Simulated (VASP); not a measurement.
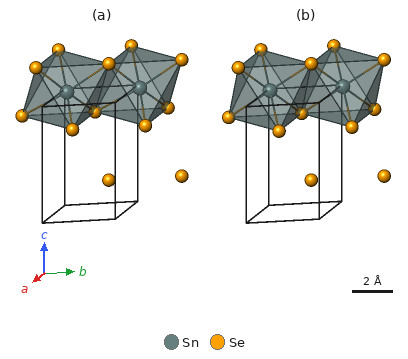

The structure of crystalline SnSe$_{2}$ (set up in P1) before (left) and after (right) a relaxation, at one scale.

A polyhedral model of the cell of the calculation, repeated 1 × 2 × 1 with one cell outlined, seen slightly off an axis.

The run lets the atoms move in a fixed cell, from a rattled start.

The calculation used VASP 6.6.1, Kohn-Sham DFT of a periodic cell, r2SCAN, VASP PAW PBE potentials, recommended.

Input file:
```python
from ase.calculators.vasp import Vasp
from ase.io import read
from ase.optimize import BFGS

atoms = read('POSCAR')
calc = Vasp(
    directory='calc',
    xc='r2scan',
    pp='PBE',
    setups='recommended',
    prec='Accurate',
    encut=520,
    ediff=1e-06,
    ismear=0,
    sigma=0.05,
    lreal=False,
    lasph=True,
    nelm=80,
    algo='Normal',
    isif=2,
    lwave=True,
    lcharg=False,
    lmixtau=True,
    kpts=[8, 8, 5],
    gamma=True,
)
atoms.calc = calc
opt = BFGS(atoms, trajectory='relax.traj')
converged = opt.run(fmax=0.005, steps=40)
print('converged:', converged)

print('energy (eV):', atoms.get_potential_energy())
print('free energy (eV):', atoms.get_potential_energy(force_consistent=True))
print('forces (eV/A):')
print(atoms.get_forces())
print('stress (eV/A^3, Voigt):', atoms.get_stress())
print('Fermi level (eV):', calc.get_fermi_level())
print('cell (A, degrees):', atoms.cell.cellpar())
print('volume (A^3):', atoms.get_volume())
print('scaled positions:')
print(atoms.get_scaled_positions())
```

Run as
```bash
python run.py
```

Q: What changed between the two?

A: The run was cut off at its time limit before the relaxation converged, so the last structure is only a point on the way. After 7 geometry steps the energy has fallen by 0.200 eV per cell of the calculation. Largest force component: 1.8 eV/Å at the start, 0.15 eV/Å at the end. The largest move is that of a Se atom, 0.15 Å roughly along [1 3 −1]. Largest moves by element: Se 0.15 Å, Sn 0.09 Å. The cell stays as it was. Among the contacts that change: Se–Sn 2.536 → 2.699 Å, Se–Sn 2.576 → 2.717 Å, Se–Sn 2.804 → 2.708 Å, Se–Sn 2.787 → 2.712 Å. Among the angles between lasting bonds that change: Se–Sn–Se 96.4° → 89.4°, Sn–Se–Sn 96.4° → 89.4°, Se–Sn–Se 174.4° → 179.7°. The space group stays P1 (No. 1).
